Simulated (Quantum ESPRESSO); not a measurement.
# Energy of MgSe along an even scaling of the cell

System: MgSe (Fm-3m, 2 atoms in the cell).
Method: Kohn-Sham DFT of a periodic cell, PBE, SSSP 1.3 efficiency PBE, no spin polarisation (Quantum ESPRESSO 7.5).

The 7 runs differ only in the geometry, by an even scaling of the cell at fixed fractional positions. The structure derives from an entry of the Crystallography Open Database.

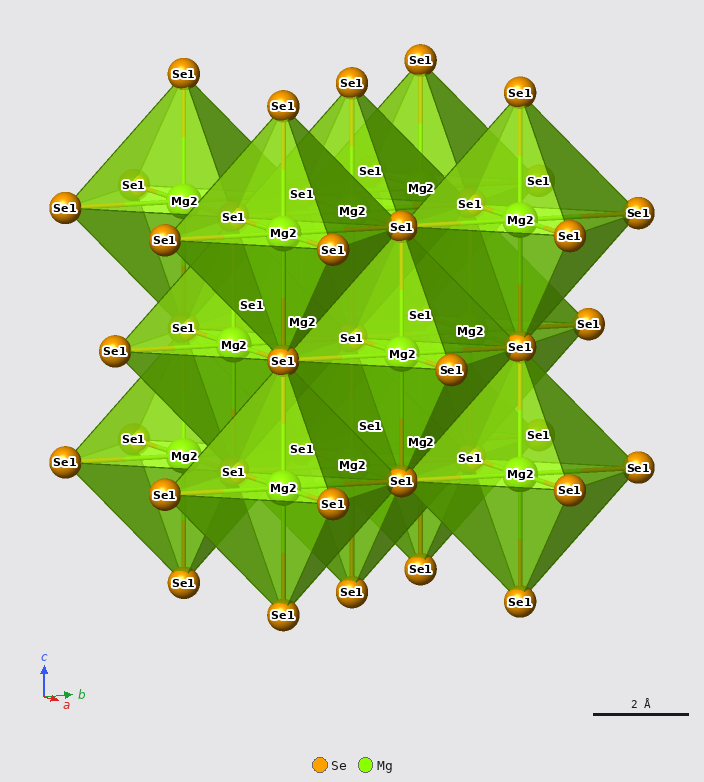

Figure 1. The structure of run 4 (polyhedral view of the cell 4 times as large as that of the calculation, set on its symmetry axes, seen slightly off an axis; polyhedra are completed across the faces of the cell; atoms are numbered from 1 in the order of the input).

### Input of run 4
```
&CONTROL
  calculation = 'scf'
  prefix = 'pwscf'
  outdir = './tmp'
  pseudo_dir = './pseudo'
  tprnfor = .true.
  tstress = .true.
  disk_io = 'low'
/
&SYSTEM
  ibrav = 0
  nat = 2
  ntyp = 2
  ecutwfc = 55
  ecutrho = 440
  nbnd = 9
  occupations = 'smearing'
  smearing = 'fd'
  degauss = 0.00367493
/
&ELECTRONS
  conv_thr = 4d-10
  electron_maxstep = 120
  mixing_beta = 0.5
/
ATOMIC_SPECIES
Se    78.9710 Se_pbe_v1.uspp.F.UPF
Mg    24.3050 Mg.pbe-n-kjpaw_psl.0.3.0.UPF
CELL_PARAMETERS angstrom
   0.0000000000    2.7255000000    2.7255000000
   2.7255000000    0.0000000000    2.7255000000
   2.7255000000    2.7255000000    0.0000000000
ATOMIC_POSITIONS crystal
Se     0.5000000000    0.5000000000    0.5000000000
Mg     0.0000000000    0.0000000000    0.0000000000
K_POINTS automatic
8 8 8 0 0 0
```

### File pp_density.in of run 4
```
&INPUTPP
  prefix = 'pwscf'
  outdir = './tmp'
  filplot = 'density.dat'
  plot_num = 0
/
&PLOT
  nfile = 1
  filepp(1) = 'density.dat'
  iflag = 3
  output_format = 6
  fileout = 'density.cube'
/
```

### File pp_potential.in of run 4
```
&INPUTPP
  prefix = 'pwscf'
  outdir = './tmp'
  filplot = 'potential.dat'
  plot_num = 11
/
&PLOT
  nfile = 1
  filepp(1) = 'potential.dat'
  iflag = 3
  output_format = 6
  fileout = 'potential.cube'
/
```

Command:
```bash
OMP_NUM_THREADS=1 pw.x -in pw.in > pw.out
OMP_NUM_THREADS=1 pp.x -in pp_density.in > pp_density.out
OMP_NUM_THREADS=1 pp.x -in pp_potential.in > pp_potential.out
```

Run 5 has the same physical settings and fractional positions; its lattice vectors (Å) are:
```
   0.000000    2.743550    2.743550
   2.743550    0.000000    2.743550
   2.743550    2.743550    0.000000
```

### Results, with one run withheld

| run | volume per atom (Å³) | free energy per atom, from the lowest run given (meV) | pressure (GPa) | gap on the mesh (eV) |
| --- | --- | --- | --- | --- |
| 1 | 19.031 | 34.33 | 6.68 | 1.90 |
| 2 | 19.436 | 19.72 | 4.90 | 1.86 |
| 3 | 19.841 | 9.37 | 3.30 | 1.83 |
| 4 | 20.246 | 2.87 | 1.85 | 1.79 |
| 5 | 20.651 | ? | ? | ? |
| 6 | 21.056 | 0.00 | −0.65 | 1.73 |
| 7 | 21.461 | 2.99 | −1.72 | 1.70 |

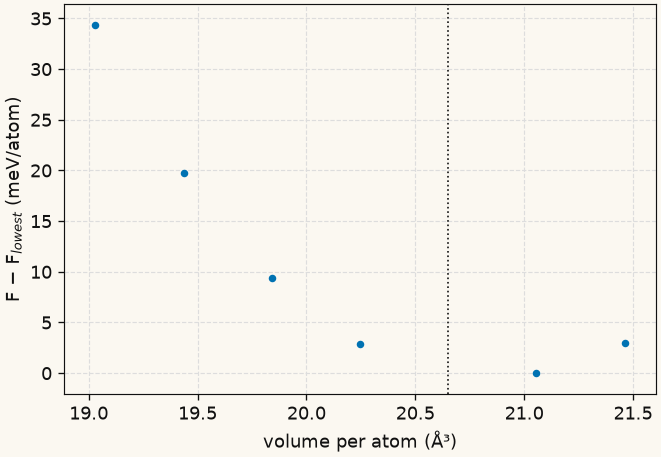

Figure 2. Free energy per atom of the runs given; the dotted line marks run 5.

What should run 5 give?

A cubic polynomial in V^(−2/3) (the Birch–Murnaghan form), fitted to the 6 runs given, misses them by under 0.01 meV per atom. With x = V^(−2/3) − 0.13505 Å⁻², it reads F = 4.095 + 3060.7 x + 5.1598e+05 x² + 2.2878e+05 x³ (meV per atom). At run 5 it gives −0.14 meV per atom, and the run itself gives −0.14. The slope of the fit gives a pressure −dF/dV of 0.55 GPa there, and the run prints 0.54 GPa. The fit has its minimum at 20.833 Å³ per atom, where V d²F/dV² gives 61.3 GPa: the bulk modulus at this level, since symmetry fixes the shape and the positions. The gap on the mesh goes, without turning, from 1.90 eV in run 1 to 1.70 eV in run 7; run 5 has 1.76 eV. These are gaps of this functional on this mesh, which can miss the band edges; they aren't the measured gap.

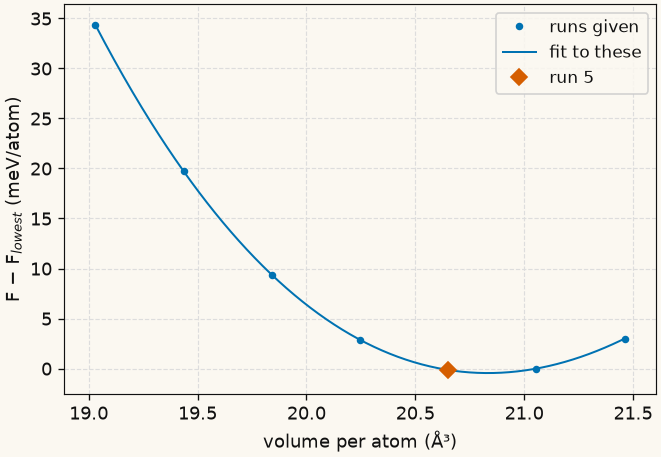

Figure 3. The fit and the withheld run.

### Some lines of the output (run 5)
```
[...]
     unit-cell volume          =     278.7182 (a.u.)^3
     number of k points=    29  Fermi-Dirac smearing, width (Ry)=  0.0037
     total energy              =     -77.39091946 Ry
     total energy              =     -77.40115393 Ry
     total energy              =     -77.40141326 Ry
     total energy              =     -77.40160215 Ry
     total energy              =     -77.40163529 Ry
     total energy              =     -77.40163547 Ry
     total energy              =     -77.40163549 Ry
     the Fermi energy is     5.8956 ev
!    total energy              =     -77.40163549 Ry
     The total energy is F=E-TS. E is the sum of the following terms:
     Computing stress (Cartesian axis) and pressure
          total   stress  (Ry/bohr**3)                   (kbar)     P=        5.39
```
